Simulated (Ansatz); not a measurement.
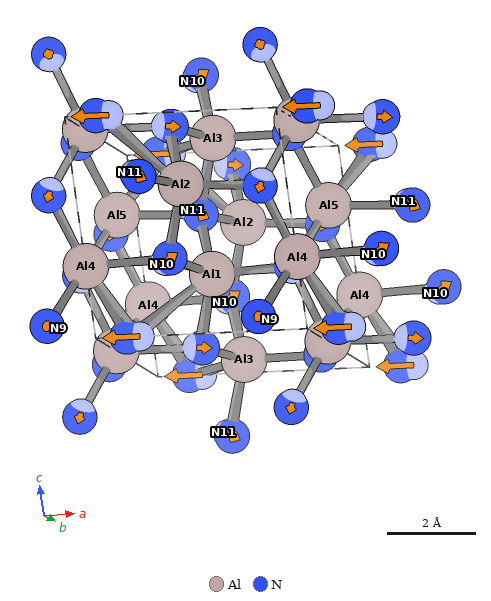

This is a relaxation of a defect cell of composition Al$_{6}$N$_{7}$. The starting structure is drawn faded, the final one solid; orange arrows show the displacements, magnified 3 times.

A ball-and-stick model of the cell of the calculation, seen from a free direction.

Case: N interstitial, charge +0, atoms relaxed at the host's cell.

Level of theory: DFT PBE, scalar-relativistic, plane waves, PAW (Ansatz). (plane-wave cutoff 420 eV; k-point mesh 2 × 2 × 2; occupations gaussian; smearing width 0.01 eV; collinear spin; atoms relaxed in a fixed cell; force threshold 0.025 eV/Å; at most 45 steps)

### Which element moves most?

Nitrogen: up to 0.30 Å, against 0.05 Å for aluminium.

### What happened in the run?

An N atom moves most: 0.30 Å along −a. By element the largest moves are N 0.30 Å, Al 0.05 Å. The cell stays as it was. Some distances before and after: Al–N 2.323 → 2.504 Å, Al–N 2.090 → 1.913 Å, Al–N 1.915 → 2.015 Å, Al–N 1.915 → 1.864 Å. Bond angles that change, for instance: N–Al–N 59.9° → 70.4°, N–Al–N 168.1° → 177.6°, Al–N–Al 97.0° → 106.2°. After 7 accepted moves (8 points after the start) the energy has fallen by 1.171 eV per cell of the calculation. The largest force component goes from 2.5 to 0.0015 eV/Å. The line search rejected the trial step at point 6 of the run. The program noted that the starting moments weren't kept.

Limits of the set-up: the k-point mesh is coarse for a cell with partly filled bands; the periodic images lie only 5.0 Å apart, so the values are limited by the cell's size.
